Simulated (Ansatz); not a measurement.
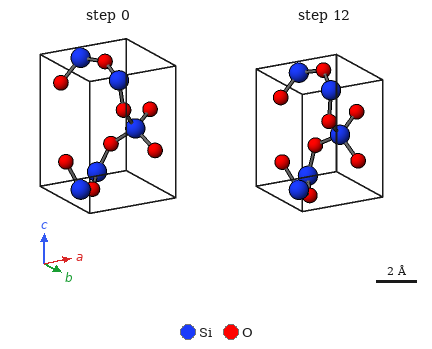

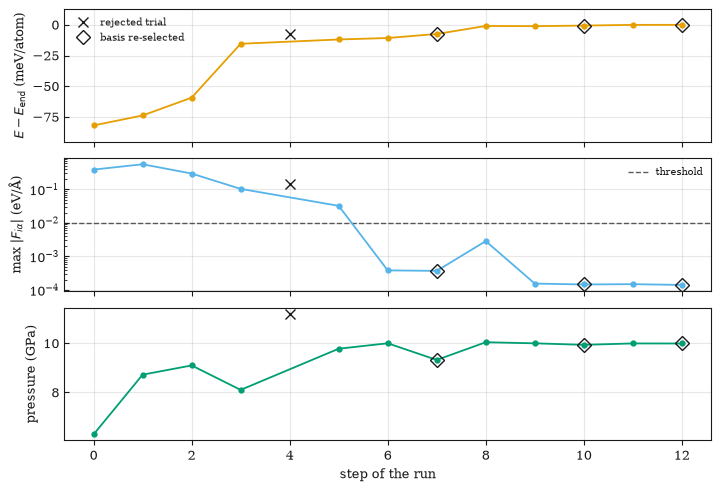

First and last geometry of a relaxation of a crystal of SiO₂ (set up in P4_12_12), with the history of the run. A ball-and-stick model of the cell of the calculation, seen from a free direction.

The run lets cell and atoms move.

All numbers below come from Kohn-Sham DFT of a periodic cell, PBE, Ansatz PAW (Ansatz 0.2.0).

Input file:
```yaml
crystal:
  lattice:
    - [4.982, 0.0, 0.0]
    - [0.0, 4.982, 0.0]
    - [0.0, 0.0, 6.963]
  atoms:
    - { symbol: Si, position: [0.79897, 0.20103, 0.75] }
    - { symbol: Si, position: [0.70103, 0.70103, 0.5] }
    - { symbol: Si, position: [0.20103, 0.79897, 0.25] }
    - { symbol: Si, position: [0.29897, 0.29897, 0.0] }
    - { symbol: O, position: [0.10347, 0.23989, 0.82187] }
    - { symbol: O, position: [0.26011, 0.60347, 0.07187] }
    - { symbol: O, position: [0.89653, 0.76011, 0.32187] }
    - { symbol: O, position: [0.73989, 0.39653, 0.57187] }
    - { symbol: O, position: [0.60347, 0.26011, 0.92813] }
    - { symbol: O, position: [0.76011, 0.89653, 0.67813] }
    - { symbol: O, position: [0.39653, 0.73989, 0.42813] }
    - { symbol: O, position: [0.23989, 0.10347, 0.17813] }
hamiltonian:
  xc: pbe
  pseudopotentials: { kind: paw }
kpoints:
  mp_grid: { grid: [5, 5, 3] }
scf:
  occupations: { method: fermi_dirac, width: 0.05 }
output:
  forces: true
  stress: true
  eigenvalues: true
relax:
  f_tol: 0.01
  max_steps: 40
  cell: { stress_tol: 0.05, p_target: 10.0 }
```

Launched with:
```bash
ansatz run input.yaml --threads 4 --pin off --max-ram 11264MiB --backend cpu --events-out ev --progress --plain --runs-dir out
```

What do the curves and the structures tell?

Answer. It converged. The energy rises by 81.9 meV per atom in 8 accepted moves (12 points after the start). With the target pressure of 10 GPa, the enthalpy E + pV changes by −122 meV per atom. The largest force component goes from 0.39 to 0.00014 eV/Å. Pressure: 6.29 GPa at the start and 9.99 GPa at the end. The line search rejected the trial step at point 4 of the run. At 3 points the geometry stayed and the basis and grid were re-selected for the new cell (energy shift of 3.3 meV per atom at most each time). The largest moves relative to the cell, 0.43 Å, are those of O atoms. Largest moves by element: O 0.43 Å, Si 0.25 Å. Cell: a = b 4.982 → 4.646 Å (−6.7 %), c 6.963 → 6.188 Å (−11.1 %). Volume −22.7 %. Near-neighbour distances that change, for instance: O–Si 1.604 → 1.624 Å. Among the angles between lasting bonds that change: Si–O–Si 146.6° → 127.5°. The space group stays P4_12_12 (No. 92). Cost: 36 s on 4 threads of Arm Neoverse V1, on a shared host, peak memory 0.49 GiB.
